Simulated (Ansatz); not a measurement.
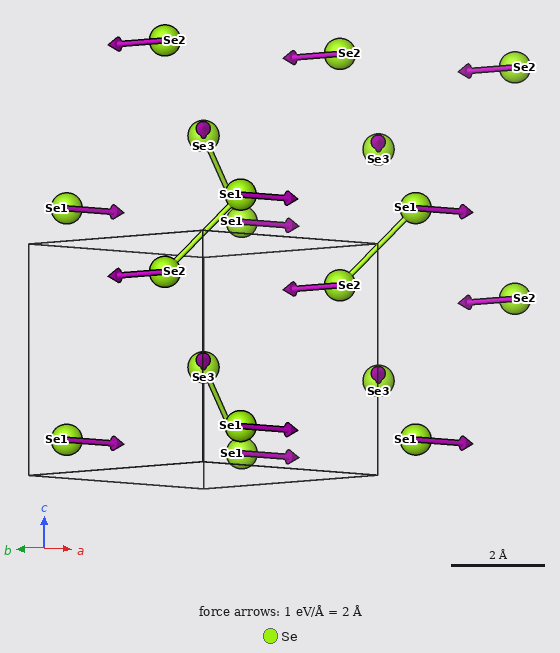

A changed version of crystalline Se (set up in P3_221), with the computed forces as purple arrows. Besides, the cell is strained by +2.0 % along c and none across it (volume +2.0 %). A ball-and-stick model of the cell of the calculation, repeated 2 × 1 × 2 with one cell outlined, seen from a free direction.

Theory: Ansatz 0.2.0, DFT, PBEsol, PAW with Ansatz's default frozen-core files, scalar-relativistic. (plane-wave cutoff 420 eV; k-point mesh 8 × 8 × 6; occupations fermi dirac; smearing width 0.02 eV; no spin polarisation)

Describe the distortion and the response.

Answer. The atoms keep their fractional coordinates. No relaxation follows. It lowers the energy by 10.2 meV per atom. The pressure goes from 2.9 to 1.1 GPa. The principal stresses (compression positive) are 1.6 GPa along c and 0.9 GPa across it. The largest forces, 0.72 eV/Å, act on Se1, Se2 and Se3; on Se1 it points along +a. The gap on the k-mesh goes from 1.07 to 0.93 eV. Near-neighbour distances before and after: Se–Se 2.324 → 2.348 Å. The space group stays P3_221 (No. 154).
